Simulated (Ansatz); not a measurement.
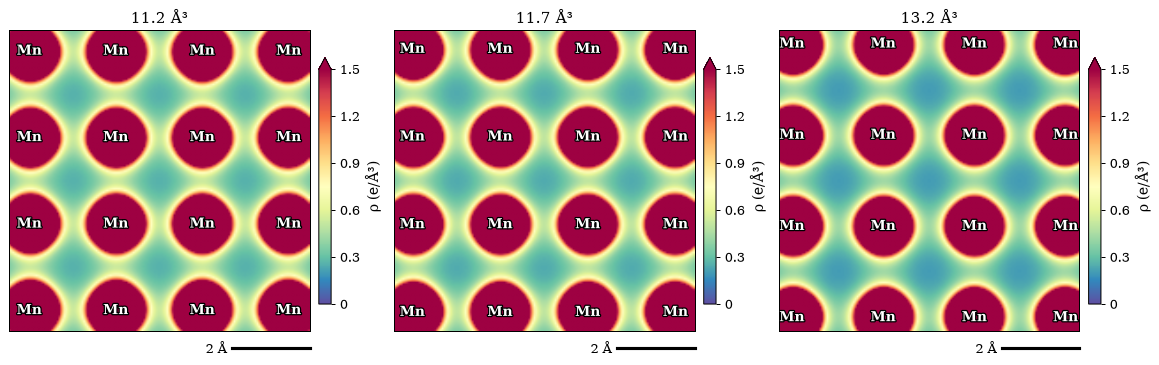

Mn. The valence pseudo-density of cells scaled evenly to different volumes (given per atom above each panel), on the (010) plane of each (indices in the axes of the cell below), at one length scale and on one colour scale.

A generated structure, not necessarily the stable one; computed without spin polarisation.

Level of theory: DFT, RPBE, plane waves (420 eV) with PAW, scalar-relativistic (Ansatz).

The density is the valence pseudo-density of a PAW calculation; it isn't the true density close to the nuclei.

The largest cell:

```
Mn
1.0
     2.36231    0.00000    0.00000
     0.00000    2.36231    0.00000
     0.00000    0.00000    2.36231
Mn
1
Direct
  0.00000 0.00000 0.00000
```

| volume (Å³/atom) | Mn–Mn contact in the plane (Å) | ρ at its midpoint (e/Å³) | 
| --- | --- | --- |
| 11.23 | 2.239 | 0.537 | 
| 11.72 | 2.271 | 0.506 | 
| 12.21 | 2.302 | ? | 
| 13.18 | 2.362 | 0.431 | 

Question: What values belong in the row with question marks?

Answer: Over the known rows ln ρ falls by 1.78 per Å of Mn–Mn distance (a least-squares line), which gives 0.479 e/Å³ at 2.302 Å; the calculation gives 0.479 e/Å³.
